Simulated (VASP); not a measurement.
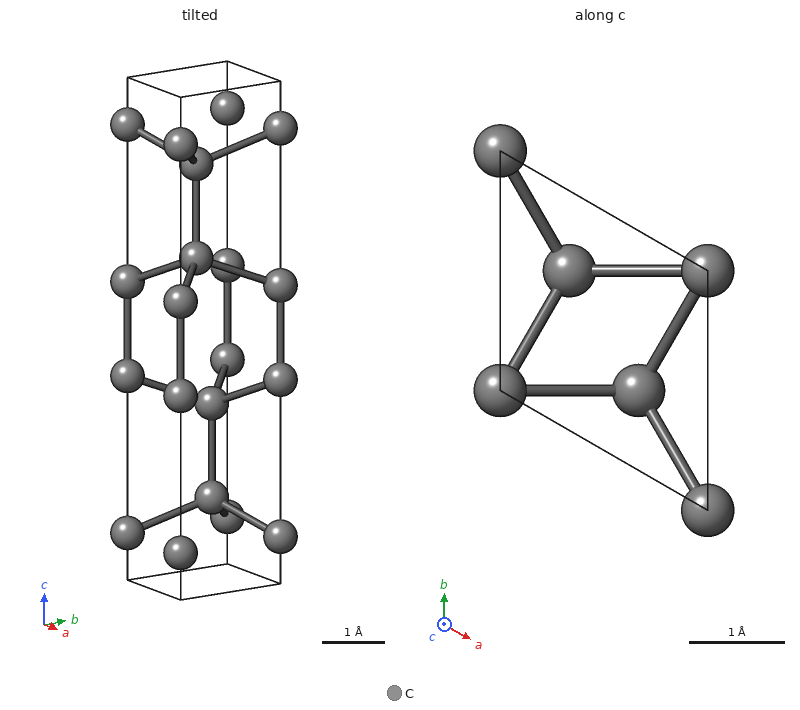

C, space group P6₃/mmc (No. 194), a = 2.522 Å, b = 2.522 Å, c = 8.237 Å, α = 90.00°, β = 90.00°, γ = 120.00°. Crystal structure, ball-and-stick style, seen slightly off an axis and along the c axis. The lines enclose the conventional unit cell; boundary atoms appear with their images. This one geometry was run with nine functionals. The cell is an entry, possibly a prediction, of the Crystallography Open Database.

Alike in all runs: VASP 6.6.1; cutoff 520 eV; k mesh 12 × 12 × 4 on the run's cell of 8 atoms; occupations fermi-dirac, width 0.05 eV; no spin polarisation; no spin-orbit coupling. LDA runs use LDA potentials, the others PBE ones.

| level | pressure (GPa) | gap (eV) |
| --- | --- | --- |
| SCAN | -3.7 | 4.80 |
| LDA | -11.1 | 4.37 |
| MS2 | -4.5 | 5.00 |
| rSCAN | ? | ? |
| LAK | 4.7 | 5.04 |
| r2SCAN | -0.8 | 4.62 |
| TPSS | 2.3 | 4.43 |
| revTPSS | -1.2 | 4.27 |
| revPBE | 7.5 | 4.41 |

> What does rSCAN give?

Pressure -2.9 GPa; gap 4.66 eV. That is between SCAN and revTPSS in pressure.

> Order the levels by the equilibrium volume that these pressures point to, smallest first.

LDA (-11.1 GPa), MS2 (-4.5 GPa), SCAN (-3.7 GPa), rSCAN (-2.9 GPa), revTPSS (-1.2 GPa), r2SCAN (-0.8 GPa), TPSS (2.3 GPa), LAK (4.7 GPa), revPBE (7.5 GPa). A higher pressure at one volume points to a larger equilibrium volume, as long as the bulk moduli are alike; rows a few tenths of a GPa apart can't be told apart.

Gaps are the least found on the k-mesh or band path.

Caveat: rows whose functional differs from that of their potentials carry a shift in pressure and volume, which can reorder them.
